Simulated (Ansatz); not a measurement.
Al16O23 (cell with a defect)

```xyz
39
Lattice="-4.7739 -2.7562 4.3383 4.7739 -2.7562 4.3383 0.0000 5.5124 4.3383" Properties=species:S:1:pos:R:3 pbc="T T T"
Al   -0.0046   -0.0184    1.9242
Al   -0.0039   -2.7518    6.2651
Al   -2.3879    1.3772    6.2647
Al    2.4075    1.3787    6.2510
Al   -0.0039   -0.0044    4.5806
Al   -0.0046   -2.7378    8.9215
Al   -2.3879    1.3789    8.9193
Al    2.4075    1.3775    8.9330
Al    0.0427    0.0804    8.3732
Al   -0.0012    2.7578    4.1126
Al    2.3868   -1.3778    4.0950
Al   -2.3945   -1.3789    4.0932
Al   -0.0012   -0.0016   11.0714
Al    0.0427    2.6758    6.8108
Al    2.3868   -1.3784    6.7507
Al   -2.3945   -1.3773    6.7525
O    -3.8531    1.3781    7.5920
O    -1.4649   -2.7526    7.5956
O    -1.4649   -0.0036    3.2502
O    -0.7338    1.4832    5.4210
O    -0.7234   -1.2521    9.7594
O    -3.1213   -2.6448    5.4253
O     1.6505   -2.6472    5.4128
O     0.7307   -1.4824    7.5853
O     0.7226    1.2623    3.2568
O     3.1005    2.6350    7.5917
O    -1.6625    2.6392    7.5938
O    -1.6625    0.1170    7.5902
O     3.1005    0.1212    7.5923
O     0.7307   -1.2738    3.2604
O     0.7226   -4.0185    7.5889
O     1.6505   -0.1090    5.4329
O    -3.1213   -0.1114    5.4204
O    -0.7338    1.2730    9.7630
O    -0.7234    4.0082    5.4246
O    -0.9325   -1.3781    5.4229
O     3.8421   -1.3781    5.4229
O     1.4651    2.7457    5.4248
O     1.4651    0.0105    9.7592
```

The calculation used Ansatz, DFT PBEsol, scalar-relativistic, plane waves, PAW.

In a PAW calculation such maps are meaningful between the atoms, not at the nuclei.

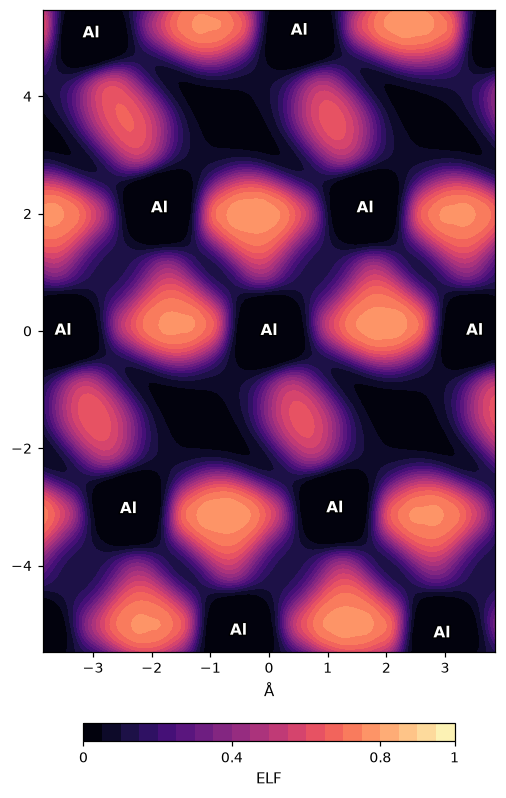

Figure 1. ELF on the (101̄) plane of the calculation cell.

Read the bonding off the picture.

Answer. Atoms in the plane: Al. Atoms just off the plane (O, 0.7 Å away) can leave unmarked features too.

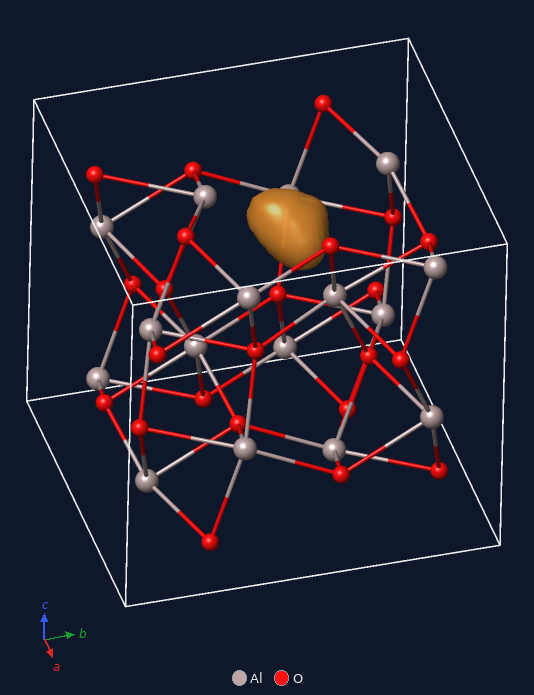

Figure 2. Isosurface of the ELF at 0.9 (orange), seen at an oblique angle. Core shells and regions of very low density are left out. Sticks mark near contacts.

What do the ELF domains correspond to?

Answer. The surface consists of one pocket between the atoms, centred on no nucleus (multi-centre or interstitial), counted in one cell of 39 atoms. Any copies at cell faces, edges or corners count once. Profiles from the grid: Al–O (1.84 Å): the ELF peaks at about 0.85 in the valence shell of O, 0.7 Å from its nucleus, and is about 0.80 at the midpoint. Al–O (1.95 Å): the ELF peaks at about 0.85 in the valence shell of O, 0.7 Å from its nucleus, and is about 0.75 at the midpoint.

Metal or insulator at this level of theory?

Answer. It is gapped, with a Kohn–Sham gap of 4.3 eV on the k-point mesh, an upper bound to the gap of this method.
